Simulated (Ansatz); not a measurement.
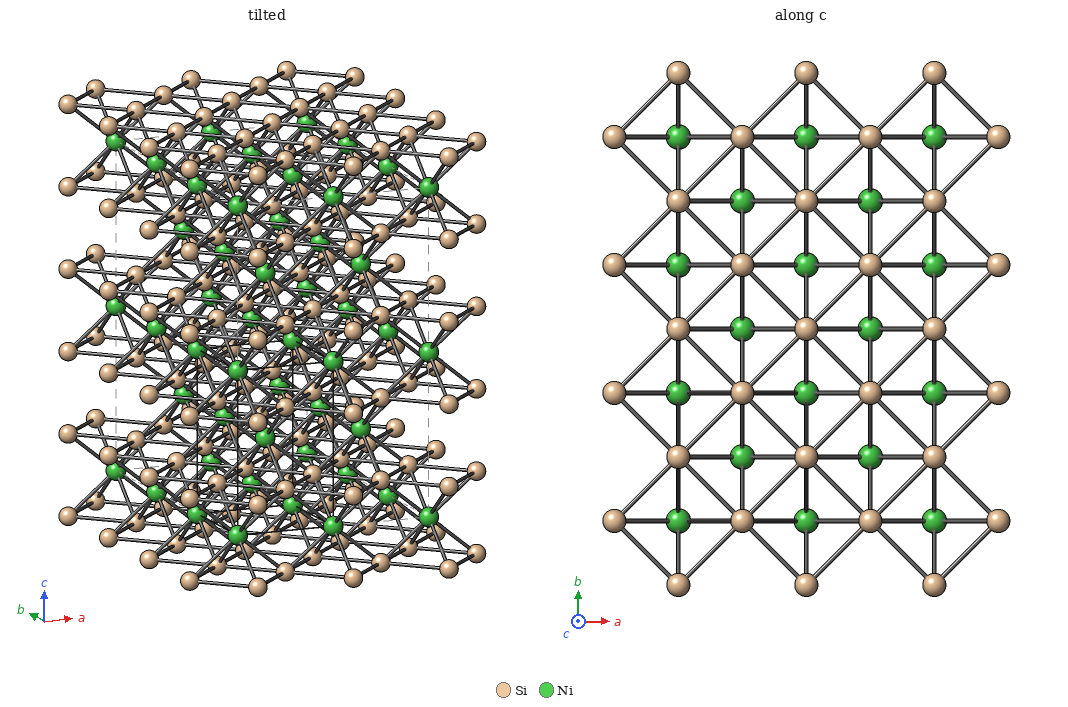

A ball-and-stick rendering, viewed slightly off an axis and along the c axis. A block of 2×3×2 cells is shown, with one conventional unit cell in solid outline. Some neighbours outside the box are added. Cell: a = 3.584 Å, b = 3.584 Å, c = 5.839 Å, α = 90.00°, β = 90.00°, γ = 90.00°.

What is this?

The stoichiometry is Si₂Ni. The structure has I4/mmm (No. 139) symmetry and a body-centred tetragonal lattice. With Z = 2, the cell contains 4 Si, 2 Ni. The numbers of neighbours within bonding distance are Si 8 and Ni 8.

The model was built from a structure listed in the Materials Project. It was relaxed with DFT PBEsol, scalar-relativistic, plane waves, PAW (Ansatz 0.2.0) under a constraint or pressure on the cell, so some stress remains.

At this level of theory the run's own cell isn't at rest (compressed, at 8 GPa), so its distances can differ from those at equilibrium, the more so the softer the solid.
